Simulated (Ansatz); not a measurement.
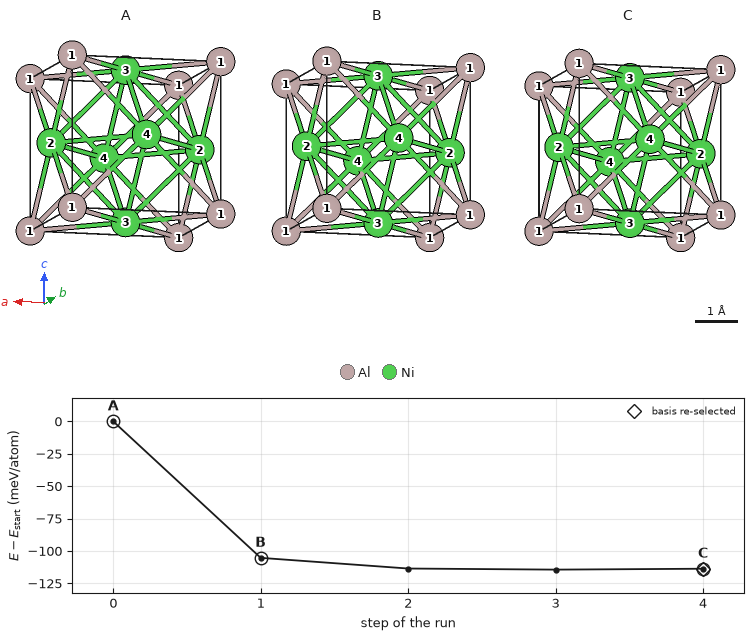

Frames of a relaxation of solid AlNi$_{3}$ (a generated structure, set up in Pm-3m) (coarse preliminary run), marked on the history of the run. Style: ball-and-stick. Shown: the cell of the calculation, from a free direction.

Case: Pt → Ni on all its sites, cell and atoms relaxed.

The calculation used DFT PBE, scalar-relativistic, plane waves, PAW (Ansatz 0.2.0).

Input
```yaml
crystal:
  lattice:
    - [3.7388253091, 0.0, 0.0]
    - [0.0, 3.7388253091, 0.0]
    - [0.0, 0.0, 3.7388253091]
  atoms:
    - { symbol: Al, position: [0.0, 0.0, 0.0] }
    - { symbol: Ni, position: [0.0, 0.5, 0.5], spin: 0.33 }
    - { symbol: Ni, position: [0.5, 0.5, 0.0], spin: 0.33 }
    - { symbol: Ni, position: [0.5, 0.0, 0.5], spin: 0.33 }
basis:
  ecutwfc: 420
kpoints:
  mp_grid: { grid: [6, 6, 6] }
hamiltonian:
  xc: pbe
scf:
  occupations: { method: gaussian, width: 0.1 }
output:
  forces: true
  stress: true
  eigenvalues: true
  populations: true
magnetization:
  spin_polarized: true
relax:
  adjacent_minimum: "off"
  f_tol: 0.05
  max_steps: 60
  cell: { stress_tol: 0.5 }
```

Command:
```bash
ansatz run input.yaml --threads 1 --pin off --max-ram 2560MiB --backend cpu --events-out ev --progress --plain --runs-dir out
```

> What happens along the run?

Over 3 accepted moves (4 points after the start) the energy falls by 114 meV per atom. All forces vanish by symmetry, so only the cell relaxes. The pressure goes from −18.51 to −0.12 GPa. The SCF was repeated once at an unchanged geometry on a basis and grid sized afresh for the cell, which shifted the energy by 0.7 meV per atom at most. No atom moves by more than 0.005 Å relative to the cell. Cell: a = b = c 3.739 → 3.568 Å (−4.6 %). Volume −13.1 %. Some distances before and after: Ni2–Ni3 2.644 → 2.523 Å, Al1–Ni2 2.644 → 2.523 Å. The space group stays Pm-3m (No. 221). The run took 32 s on 1 thread of Arm Neoverse V1, on a shared host, peak memory 0.35 GiB. From step 0 to 1: volume −9.8 %, energy −105 meV per atom. From step 1 to 4: volume −3.6 %, energy −8.4 meV per atom.

```
step  E − E(0), meV/atom  pressure, GPa  volume, Å³/atom                      note
   0                0.00         -18.51           13.066                          
   1             -105.23          -6.32           11.781                          
   2             -113.47           2.20           11.211                          
   3             -114.32          -0.15           11.353                          
   4             -113.63          -0.12           11.353  same geometry, new basis
```
